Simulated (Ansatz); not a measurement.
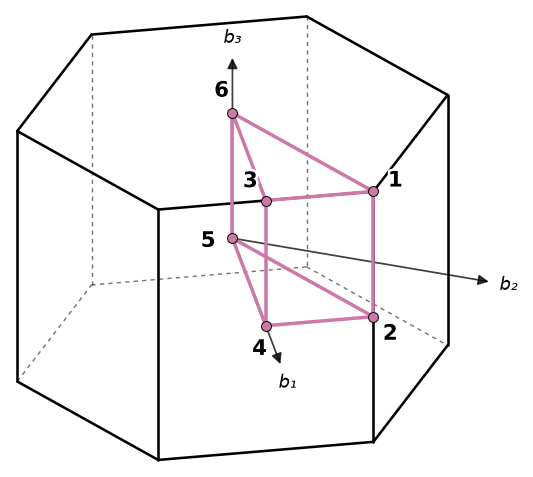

For Mo, the geometry relaxed with Ansatz, DFT PBE, scalar-relativistic, plane waves, PAW; the starting structure was generated, so it need not be a known form of this composition: the first Brillouin zone of a primitive hexagonal lattice (hP; extended symbol hP2) is drawn with its special points numbered. Geometry calculated from the standardised cell; symmetry tolerance 0.002 Å.

a = 4.262 Å, b = 4.262 Å, c = 4.928 Å, α = 90.00°, β = 90.00°, γ = 120.00°.

Labels and path follow the convention of Hinuma et al. (2017), as computed by seekpath; the arrows show the directions of the reciprocal primitive vectors b₁, b₂, b₃, in which coordinates are given.

### Which special point is each number?

```tsv
no.	label	coordinates
1	H	(1/3, 1/3, 1/2)
2	K	(1/3, 1/3, 0)
3	L	(1/2, 0, 1/2)
4	M	(1/2, 0, 0)
5	Γ	(0, 0, 0)
6	A	(0, 0, 1/2)
```
